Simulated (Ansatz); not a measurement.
# A single-molecule junction: (GeH2)2 chain with thiolate ends, between Au (111) faces with pyramids, part 3 of 3

Where do the molecule's levels lie against the Fermi level, and what passes?

Ansatz 0.2.0; DFT PBE, plane waves, PAW; relaxation of a junction, electrodes held but for their tips (the session's first sound run).

So far, conductance at 300 K, interpolated from T(E) (G₀): step 4 (conductance and thermopower from T(E)) 0.0715.

### 5. The free molecule

This step: DFT PBE, plane waves, PAW; relaxed free molecule in a box (Ansatz 0.2.0).

System of this step: free molecule [SH][GeH2][GeH2][SH]. The cell holds 10 atoms: 2 S, 2 Ge and 6 H. Its edges and angles: a = 16.260 Å, b = 12.440 Å, c = 11.790 Å, α = 90.0°, β = 90.0°, γ = 90.0°. Vacuum lies along a, b and c.

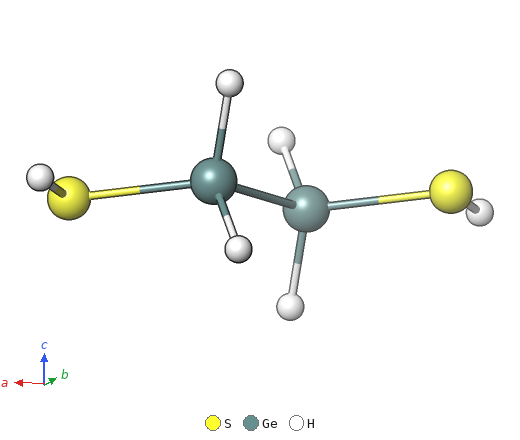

The cell of this step (sulfur yellow, germanium teal, hydrogen white).

The free, neutral molecule, closed with hydrogen where the bridge has an open valence and else unchanged, gives a gap to hold against the spacing of the resonances in T(E).

Input file input.yaml:

```yaml
crystal:
  lattice:
    - [16.26, 0.0, 0.0]
    - [0.0, 12.44, 0.0]
    - [0.0, 0.0, 11.79]
  atoms:
    - { symbol: S, position: [0.3279553383, 0.5427498343, 0.5094219925] }
    - { symbol: Ge, position: [0.4407754891, 0.4430059095, 0.4958559129] }
    - { symbol: Ge, position: [0.5592559099, 0.5568378396, 0.5038309538] }
    - { symbol: S, position: [0.6720759956, 0.4570936964, 0.4902660782] }
    - { symbol: H, position: [0.2767527675, 0.4518448072, 0.5017353926] }
    - { symbol: H, position: [0.4435768263, 0.3617363344, 0.5954259055] }
    - { symbol: H, position: [0.4401645291, 0.3812551107, 0.3816793893] }
    - { symbol: H, position: [0.5598666179, 0.6185891728, 0.6180071664] }
    - { symbol: H, position: [0.5564548036, 0.6381069151, 0.4042604674] }
    - { symbol: H, position: [0.7232786512, 0.5479988351, 0.4979503445] }
kpoints:
  mp_grid: { grid: [1, 1, 1] }
scf:
  occupations: { method: fixed }
hamiltonian:
  xc: pbe
relax:
  f_tol: 0.03
  max_steps: 40
output:
  eigenvalues: true
  write_potential: true
  write_density: true
  volumetric_format: npy
```

The run is started by

```
ansatz run input.yaml --threads 16 --pin off --max-ram 61440MiB --backend cuda --events-out ev --progress --plain --runs-dir out --max-vram 78GiB
```

Numbers of over 12 decimals in the logs are rounded to 6 here.

Log:

```text
[...]
GPU FFT provider: cuFFT
GPU libraries: cuBLAS 13.8.1, cuFFT 12.4.0, cuSOLVER 12.3.2
[...]
Crystal: 10 atoms, lattice volume = 2384.815 Å³
Basis set: ecut = 420 eV, 46673 PW (Γ), exchange–correlation on 240×180×160 points (8 copies of the dense FFT grid, shifted against one another)
Bands: 33, of which v1, the nominal top of the filled ones, is band 23 counted from 1 (22 counted from 0)
Symmetry: 2 space group operations
[...]
k-points: 1
[...]
GPU buffer pool allocated for 864000 grid points (all kernels)
[...]
SCF iter   1: F=—  HF=-10489.229040 eV  |F-HF|=—  |Δ(HF+E_count)|=         —  Δρ=7.99e-4  dr2=3.02e-2  ethr=1.77e-3  ⟨swp⟩=5.0  Hψ=129  notcnv=0  defer=8
[...]
SCF iter   6: F=-10489.229046 eV  HF=-10489.229046 eV  |F-HF|=4.13e-7  |Δ(HF+E_count)|=   6.19e-6  Δρ=2.84e-6  dr2=1.59e-7  ethr=7.67e-9  ⟨swp⟩=28.0  Hψ=399  notcnv=0
SCF 1 converged in 6 iterations: F = -10489.229046 eV  dr2 = 1.59e-7
[...]
relax step   1: F+E_penalty+E_count = -10489.22904627 eV  Δ(F+E_penalty+E_count) = +0.000e0 eV  max|allowed force component| = 9.512e-1 eV/Å  Δτ_max = 0.0000 Å  (6 SCF iters, dr2 threshold 2.25e-5 eV, accepted)
[...]
GPU FFT provider: cuFFT
GPU libraries: cuBLAS 13.8.1, cuFFT 12.4.0, cuSOLVER 12.3.2
[...]
GPU buffer pool allocated for 864000 grid points (all kernels)
[...]
SCF iter   5: F=-10489.315640 eV  HF=-10489.315639 eV  |F-HF|=3.11e-7  |Δ(HF+E_count)|=   8.92e-6  Δρ=1.51e-5  dr2=4.33e-6  ethr=1.23e-7  ⟨swp⟩=22.0  Hψ=392  notcnv=0
SCF 2 converged in 5 iterations: F = -10489.315640 eV  dr2 = 4.33e-6
relax step   2: F+E_penalty+E_count = -10489.31563966 eV  Δ(F+E_penalty+E_count) = -8.659e-2 eV  max|allowed force component| = 3.884e-1 eV/Å  Δτ_max = 0.0827 Å  (5 SCF iters, dr2 threshold 5.66e-5 eV, accepted)
[...]
GPU FFT provider: cuFFT
GPU libraries: cuBLAS 13.8.1, cuFFT 12.4.0, cuSOLVER 12.3.2
[...]
GPU buffer pool allocated for 864000 grid points (all kernels)
[...]
SCF iter   1: F=—  HF=-10489.333756 eV  |F-HF|=—  |Δ(HF+E_count)|=         —  Δρ=6.83e-4  dr2=8.15e-3  ethr=1.70e-4  ⟨swp⟩=3.0  Hψ=71  notcnv=0  defer=7
[...]
SCF iter   5: F=-10489.331985 eV  HF=-10489.331984 eV  |F-HF|=1.98e-7  |Δ(HF+E_count)|=   1.43e-6  Δρ=6.20e-6  dr2=6.07e-7  ethr=2.05e-8  ⟨swp⟩=21.0  Hψ=345  notcnv=0
SCF 3 converged in 5 iterations: F = -10489.331985 eV  dr2 = 6.07e-7
relax step   3: F+E_penalty+E_count = -10489.33198453 eV  Δ(F+E_penalty+E_count) = -1.634e-2 eV  max|allowed force component| = 2.803e-2 eV/Å  Δτ_max = 0.0291 Å  (5 SCF iters, dr2 threshold 9.43e-6 eV, accepted)
[...]
GPU FFT provider: cuFFT
GPU libraries: cuBLAS 13.8.1, cuFFT 12.4.0, cuSOLVER 12.3.2
[...]
GPU buffer pool allocated for 864000 grid points (all kernels)
[...]
SCF iter   3: F=-10489.331985 eV  HF=-10489.331985 eV  |F-HF|=1.17e-9  |Δ(HF+E_count)|=   1.28e-7  Δρ=1.03e-6  dr2=2.36e-8  ethr=2.17e-10  ⟨swp⟩=14.0  Hψ=214  notcnv=0
SCF 4 converged in 3 iterations: F = -10489.331985 eV  dr2 = 2.36e-8
relax step   4: F+E_penalty+E_count = -10489.33198464 eV  Δ(F+E_penalty+E_count) = -1.158e-7 eV  max|allowed force component| = 2.805e-2 eV/Å  Δτ_max = 0.0000 Å  (3 SCF iters, accepted)
[...]
SCF converged after 3 iterations
Free energy (F): -10489.331985 eV
[...]
Internal energy: -10489.331985 eV  (E = F + TS)
E sigma→0 (E₀):  -10489.331985 eV
Fermi energy:    -5.678882 eV
[...]
--- Forces (eV/Å), atoms counted from 1 ---
  atom   1  S     -0.00264819    -0.01991814    -0.00175196
  atom   2  Ge    -0.00775719    -0.01599783    -0.00138453
  atom   3  Ge     0.00775719     0.01599783     0.00138453
  atom   4  S      0.00264819     0.01991814     0.00175196
  atom   5  H      0.02804680     0.01983268     0.00120560
  atom   6  H      0.00694993     0.01757625    -0.00472348
  atom   7  H      0.00712790     0.01644516     0.00764741
  atom   8  H     -0.00712790    -0.01644516    -0.00764741
  atom   9  H     -0.00694993    -0.01757625     0.00472348
  atom  10  H     -0.02804680    -0.01983268    -0.00120560
  max |Σ_I F_I| component: 6.94e-18 eV/Å
--- Band table (eV) ---
  k-point 0: bands = [... 19 lower, -7.4375, -6.9421, -5.7605, -5.6789, -1.3827, -1.0276, -0.9926, -0.2296, ... 6 higher]
--- Relaxed structure (4 steps of the walk, 4 accepted, 0 SCFs on fresh bases) ---
  F+E_penalty+E_count = -10489.33198464 eV   max|allowed force component| = 2.805e-2 eV/Å
  atoms:
    - { symbol: S, position: [0.328733, 0.541359, 0.509265] }
    - { symbol: Ge, position: [0.442072, 0.438035, 0.495311] }
    - { symbol: Ge, position: [0.557959, 0.561809, 0.504375] }
    - { symbol: S, position: [0.671299, 0.458485, 0.490422] }
    - { symbol: H, position: [0.275852, 0.457426, 0.502321] }
    - { symbol: H, position: [0.443993, 0.356721, 0.594144] }
    - { symbol: H, position: [0.440601, 0.376099, 0.381906] }
    - { symbol: H, position: [0.559430, 0.623744, 0.617781] }
    - { symbol: H, position: [0.556038, 0.643122, 0.405543] }
    - { symbol: H, position: [0.724179, 0.542418, 0.497366] }
```

Wall time 3.3 s (1 × NVIDIA GB200 with 16 threads of Arm Neoverse V2, shared host); peak memory 1.4 GiB; 7.1 s of CPU time.

Step by step:

| step | energy less that of the first step (eV) | largest force component (eV/Å) |
| --- | --- | --- |
| 1 | 0.0000 | 0.9512 |
| 2 | -0.0866 | 0.3884 |
| 3 | -0.1029 | 0.0280 |
| 4 | -0.1029 | 0.0280 |

Forces are held to the 2 operations that the run works with; a distortion that breaks them can't arise in this run.

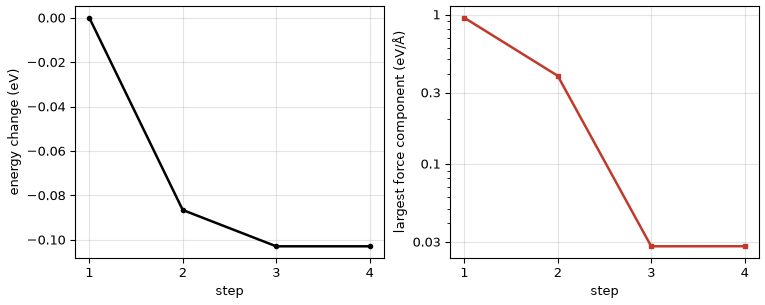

Energy and largest force along the relaxation.

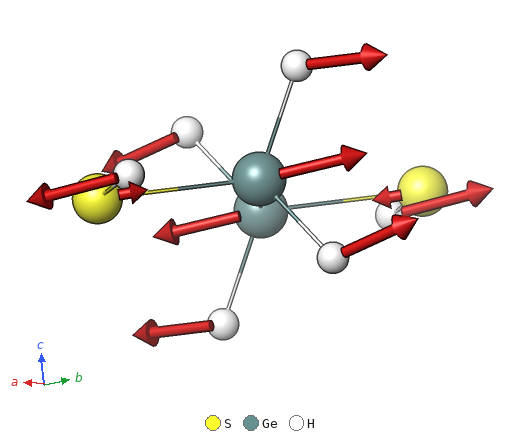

Displacements in the relaxation, exaggerated; the longest in the cell stands for 0.07 Å.

The atoms that moved most (Å):

```
atom      dx      dy      dz  length
  H5  -0.015   0.069   0.007   0.071
 H10   0.015  -0.069  -0.007   0.071
 Ge2   0.021  -0.062  -0.006   0.066
 Ge3  -0.021   0.062   0.006   0.066
  H7   0.007  -0.064   0.003   0.065
  H8  -0.007   0.064  -0.003   0.065
  H9  -0.007   0.062   0.015   0.065
  H6   0.007  -0.062  -0.015   0.065
```

The relaxed structure:

```cif
data_structure
_symmetry_space_group_name_H-M 'P 1'
_symmetry_Int_Tables_number 1
_cell_length_a 16.2600
_cell_length_b 12.4400
_cell_length_c 11.7900
_cell_angle_alpha 90.000
_cell_angle_beta 90.000
_cell_angle_gamma 90.000
_cell_volume 2384.82
loop_
_atom_site_label
_atom_site_type_symbol
_atom_site_fract_x
_atom_site_fract_y
_atom_site_fract_z
_atom_site_occupancy
S1 S 0.32873 0.54136 0.50926 1
Ge2 Ge 0.44207 0.43804 0.49531 1
Ge3 Ge 0.55796 0.56181 0.50438 1
S4 S 0.67130 0.45848 0.49042 1
H5 H 0.27585 0.45743 0.50232 1
H6 H 0.44399 0.35672 0.59414 1
H7 H 0.44060 0.37610 0.38191 1
H8 H 0.55943 0.62374 0.61778 1
H9 H 0.55604 0.64312 0.40554 1
H10 H 0.72418 0.54242 0.49737 1
```

Numbers from this step:

```yaml
homo_lumo_gap: 4.296 eV
```

The free molecule's gap is 4.30 eV. In the junction the levels shift and broaden, so this is a guide to their spacing and no more.

### 6. Summary of results

* HOMO-LUMO gap of the free, neutral molecule: 4.30 eV
* conductance, PBE: 0.0715 G₀
* thermopower, PBE: 4.86 μV/K

The junction conducts 0.0715 G₀ at 300 K; the nearest peak of T(E) above 0.3 on either side, where the window holds one (others may lie past its ends), lies 0.60 eV below the Fermi level. Semilocal functionals put a molecule's frontier levels too near the Fermi level, so conductances off resonance usually come out too high. The energy step of 0.05 eV was too wide for the program's own thermal average, so the values at 300 K come from a linear interpolation of T(E) and are rough where T(E) is steep. The mesh of 4 × 4 points across the current is coarse: where the lead's channel count steps, T(E) can show bumps that belong to the mesh. Transport is coherent and elastic here: the atoms are frozen, so scattering by vibrations plays no part. The free region is short: held atoms still bear up to 0.6 eV/Å after a relaxation. Spin-orbit coupling is left out, which matters for the bands of heavy atoms. In 1 run the program finds the step of the lead's Hamiltonian too large, so longer leads may change the transmission.

[Logs are printed without paths, hosts, clocks, repeated set-up lines and the standing remarks that a program may print on its own settings, such as how far it seeks lower states.]

[Hosts, paths, dates, database ids (printed as entryN), source tags and the programs' standing remarks are cut or masked in the printed files.]
